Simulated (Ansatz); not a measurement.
# Al₂Cu: what the fields show

The calculation's input:

```
crystal:
  lattice:
    - [-3.0628131355, 3.0261888737, 2.4870102883]
    - [2.9895646119, -3.0261888737, 2.3962246221]
    - [3.0628131355, 3.0261888737, -2.4870102883]
  atoms:
    - { symbol: Al, position: [0.1587211841, 0.6587211841, 0.8174423682] }
    - { symbol: Al, position: [0.6587211841, 0.8412788159, 0.5] }
    - { symbol: Al, position: [0.8412788159, 0.3412788159, 0.1825576318] }
    - { symbol: Al, position: [0.3412788159, 0.1587211841, 0.5] }
    - { symbol: Cu, position: [0.75, 0.75, 0.0] }
    - { symbol: Cu, position: [0.25, 0.25, 0.0] }
basis:
  ecutwfc: 420
kpoints:
  mp_grid: { grid: [12, 12, 12] }
hamiltonian:
  xc: pbe
scf:
  occupations: { method: gaussian, width: 0.15 }
output:
  forces: true
  stress: true
  eigenvalues: true
  write_density: true
  write_potential: true
  elf: true
  volumetric_format: npy
```

Run with:

```sh
ansatz run input.yaml --threads 1 --pin off --max-ram 2560MiB --backend cpu --events-out ev --progress --plain --runs-dir out
```

Below, planes, directions and counts refer to the conventional cell (a = 7.66 Å, b = 6.05 Å, c = 4.88 Å, α = 90.00°, β = 127.85°, γ = 90.00°).

Space group C2/c; changed on purpose from its base cell (strain -0.0300 x Voigt [0, 0, 0, 0, 1, 0], atoms carried along); computed without spin polarisation.

All numbers below come from DFT PBE, scalar-relativistic, plane waves, PAW in Ansatz.

Core electrons are frozen (PAW), and the valence fields are smoothed inside the atomic spheres.

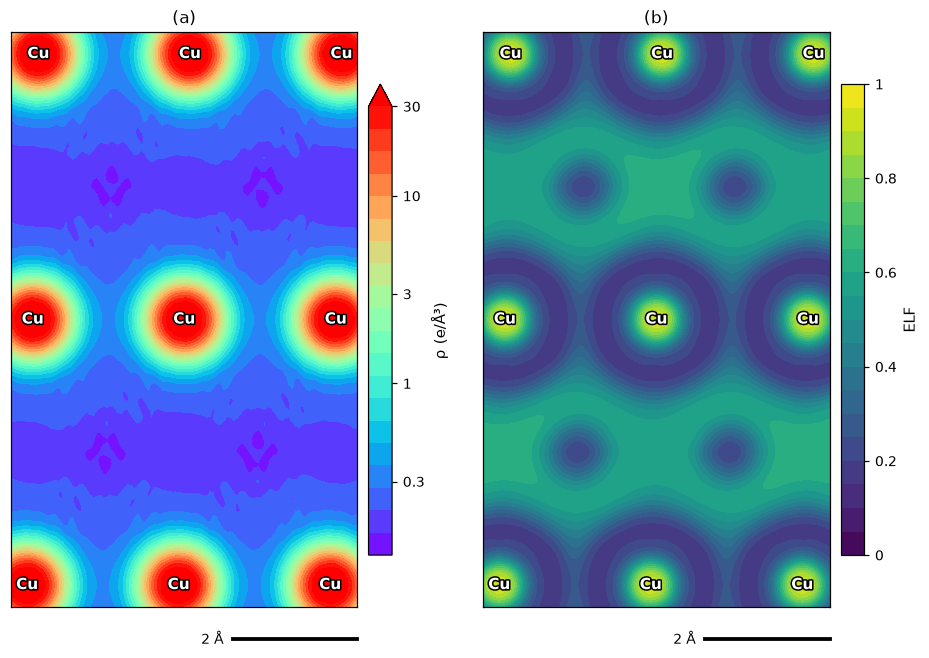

Figure 1. (a) valence charge density (pseudo); (b) ELF on the (11̄0) plane of the conventional cell.

Question: Describe what can be read from this map.

Answer: Atoms in the plane: Cu. Atoms just off the plane (Al, 0.8 Å away) can leave unmarked features too. Cu–Cu (2.44 Å): the density is about 0.34 e/Å³ at the midpoint; the ELF is about 0.25 at the midpoint (no shared electron pair shows on this line). Between the atoms the lowest density in this plane is 0.17 e/Å³. The features right at Cu lie inside the PAW spheres, where the map follows smoothed inner orbitals and isn't to be read closely.

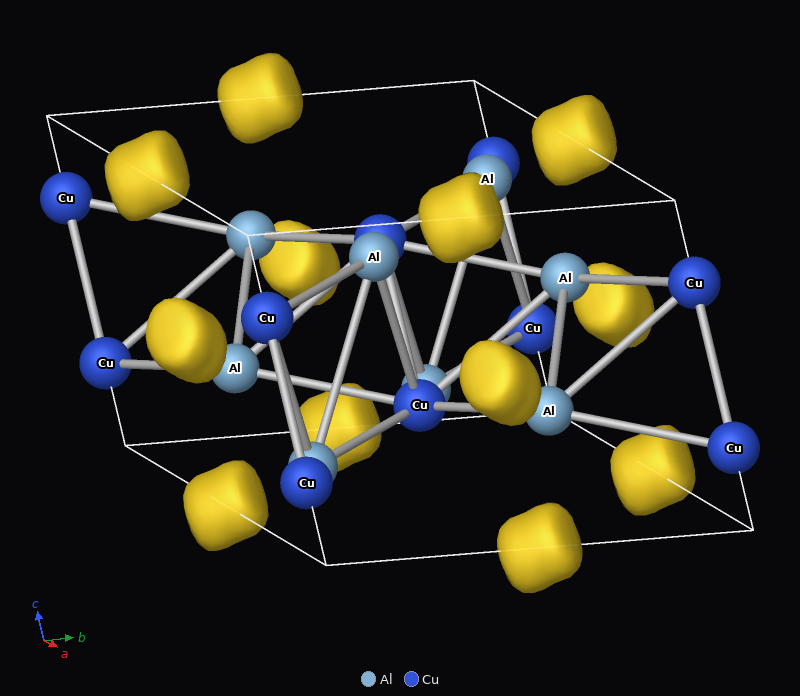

Figure 2. Isosurface of the ELF at 0.75 (yellow), seen slightly off an axis. Only the valence region is drawn (cores and ρ < 0.01 e/Å³ removed). Sticks mark near contacts.

Question: Describe the localisation domains.

Answer: The ELF exceeds this value in four regions between bonded Al–Al atoms, counted in one cell of 12 atoms. Regions shared between cells count once.


 Al–Cu (2.56 Å): the ELF is about 0.45 at the midpoint.

Question: Metal or insulator at this level of theory?

Answer: It is metallic or semimetallic at this level of theory: no gap opens.
